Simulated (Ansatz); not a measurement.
**Bi₂Se₃: density, localisation and related maps**

Input

```
crystal:
  lattice:
    - [4.1891650914, 4.8372311864, 10.5046281678]
    - [2.0945825457, 6.046538983, -10.5046281678]
    - [-12.5674952743, 0.0, 0.0]
  atoms:
    - { symbol: Bi, position: [0.6587575185, 0.4729939852, 0.7984181704] }
    - { symbol: Bi, position: [0.6587575185, 0.4729939852, 0.465084837] }
    - { symbol: Bi, position: [0.9920908518, 0.8063273186, 0.7984181704] }
    - { symbol: Bi, position: [0.6587575185, 0.4729939852, 0.1317515037] }
    - { symbol: Bi, position: [0.9920908518, 0.8063273186, 0.465084837] }
    - { symbol: Bi, position: [0.3254241851, 0.1396606519, 0.7984181704] }
    - { symbol: Bi, position: [0.9920908518, 0.8063273186, 0.1317515037] }
    - { symbol: Bi, position: [0.3254241851, 0.1396606519, 0.465084837] }
    - { symbol: Bi, position: [0.3254241851, 0.1396606519, 0.1317515037] }
    - { symbol: Bi, position: [0.0079091482, 0.1936726814, 0.8682484963] }
    - { symbol: Bi, position: [0.0079091482, 0.1936726814, 0.534915163] }
    - { symbol: Bi, position: [0.3412424815, 0.5270060148, 0.8682484963] }
    - { symbol: Bi, position: [0.0079091482, 0.1936726814, 0.2015818296] }
    - { symbol: Bi, position: [0.3412424815, 0.5270060148, 0.534915163] }
    - { symbol: Bi, position: [0.6745758149, 0.8603393481, 0.8682484963] }
    - { symbol: Bi, position: [0.3412424815, 0.5270060148, 0.2015818296] }
    - { symbol: Bi, position: [0.6745758149, 0.8603393481, 0.534915163] }
    - { symbol: Bi, position: [0.6745758149, 0.8603393481, 0.2015818296] }
    - { symbol: Se, position: [0.0, 1.0, 0.6666666667] }
    - { symbol: Se, position: [0.0, 1.0, 0.3333333333] }
    - { symbol: Se, position: [0.3333333333, 0.3333333333, 0.6666666667] }
    - { symbol: Se, position: [0.0, 1.0, 0.0] }
    - { symbol: Se, position: [0.3333333333, 0.3333333333, 0.3333333333] }
    - { symbol: Se, position: [0.6666666667, 0.6666666667, 0.6666666667] }
    - { symbol: Se, position: [0.3333333333, 0.3333333333, 0.0] }
    - { symbol: Se, position: [0.6666666667, 0.6666666667, 0.3333333333] }
    - { symbol: Se, position: [0.6666666667, 0.6666666667, 0.0] }
    - { symbol: Se, position: [0.3697465612, 0.7042027511, 0.7406159789] }
    - { symbol: Se, position: [0.3697465612, 0.7042027511, 0.4072826456] }
    - { symbol: Se, position: [0.7030798945, 0.0375360844, 0.7406159789] }
    - { symbol: Se, position: [0.3697465612, 0.7042027511, 0.0739493122] }
    - { symbol: Se, position: [0.7030798945, 0.0375360844, 0.4072826456] }
    - { symbol: Se, position: [0.0364132278, 0.3708694177, 0.7406159789] }
    - { symbol: Se, position: [0.7030798945, 0.0375360844, 0.0739493122] }
    - { symbol: Se, position: [0.0364132278, 0.3708694177, 0.4072826456] }
    - { symbol: Se, position: [0.0364132278, 0.3708694177, 0.0739493122] }
    - { symbol: Se, position: [0.2969201055, 0.9624639156, 0.9260506878] }
    - { symbol: Se, position: [0.2969201055, 0.9624639156, 0.5927173544] }
    - { symbol: Se, position: [0.6302534388, 0.2957972489, 0.9260506878] }
    - { symbol: Se, position: [0.2969201055, 0.9624639156, 0.2593840211] }
    - { symbol: Se, position: [0.6302534388, 0.2957972489, 0.5927173544] }
    - { symbol: Se, position: [0.9635867722, 0.6291305823, 0.9260506878] }
    - { symbol: Se, position: [0.6302534388, 0.2957972489, 0.2593840211] }
    - { symbol: Se, position: [0.9635867722, 0.6291305823, 0.5927173544] }
    - { symbol: Se, position: [0.9635867722, 0.6291305823, 0.2593840211] }
basis:
  ecutwfc: 420
  xc_grid: 2
kpoints:
  mp_grid: { grid: [2, 2, 2], shift: [0.5, 0.5, 0.5] }
hamiltonian:
  xc: pbe
scf:
  occupations: { method: gaussian, width: 0.01 }
output:
  forces: true
  stress: true
  eigenvalues: true
  write_density: true
  write_potential: true
  elf: true
  volumetric_format: npy
```

Command:

```sh
ansatz run input.yaml --threads 4 --pin off --max-ram 10240MiB --backend cpu --events-out ev --progress --plain --runs-dir out
```

Space group R-3m; a structure from a database of computed crystals, not necessarily the ambient phase.

All numbers below come from Ansatz 0.2.0, DFT PBE, scalar-relativistic, plane waves, PAW.

In a PAW calculation such maps are meaningful between the atoms, not at the nuclei.

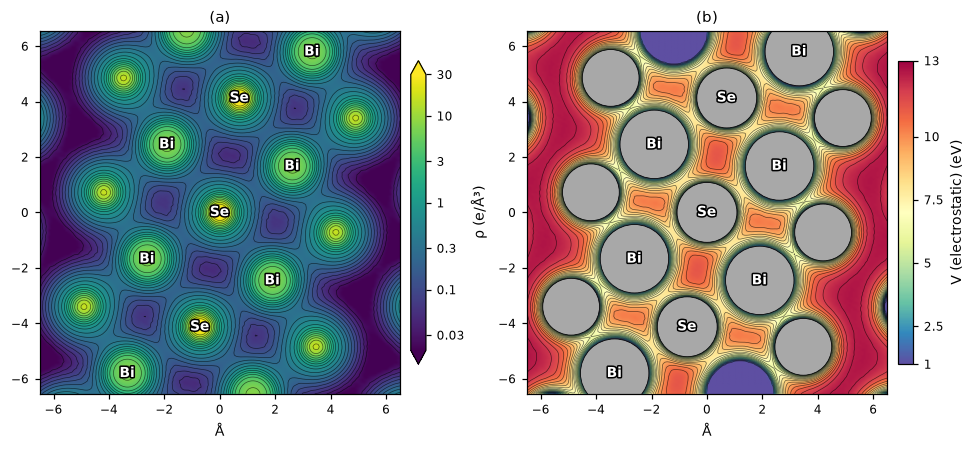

Figure 1. (a) valence charge density (pseudo); (b) electrostatic potential (local pseudopotential plus Hartree) felt by an electron on the (011̄) plane of the calculation cell. Grey discs cover the atomic cores in the potential map.

Q: What do the fields say about this system?

A: The section cuts through Bi and Se sites. Atoms just off the plane (Se, 0.3 Å away) can leave unmarked features too. Bi–Se (3.11 Å): ρ at the midpoint is about 0.21 e/Å³. Between the atoms the lowest density in this plane is 0.01 e/Å³. Outside the cores the potential energy rises away from the atoms and is highest about 2.3 Å from the nearest atoms; its zero is arbitrary.

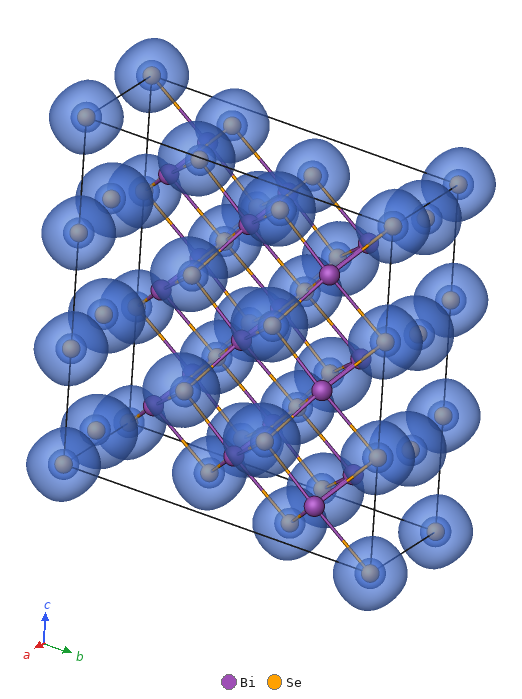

Figure 2. Isosurface of the ELF at 0.65 (blue), seen slightly off an axis. Only the valence region is drawn (cores and ρ < 0.01 e/Å³ removed). Sticks mark near contacts.

Q: Describe the localisation domains.

A: At this value the surface marks out 27 regions wrapped around Se (the valence shell of each), counted in one cell of 45 atoms. Any copies at cell faces, edges or corners count once. Along the contacts the grid gives the following. Bi–Se (2.88 Å): the ELF is about 0.45 at the midpoint and 0.35 at its lowest between the atoms. Bi–Se (3.11 Å): the ELF is about 0.30 at the midpoint.

Q: Does the calculation make it a metal, or give it a gap?

A: It is gapped, with a Kohn–Sham gap of 1.2 eV on the k-point mesh, an upper bound to the gap of this method.
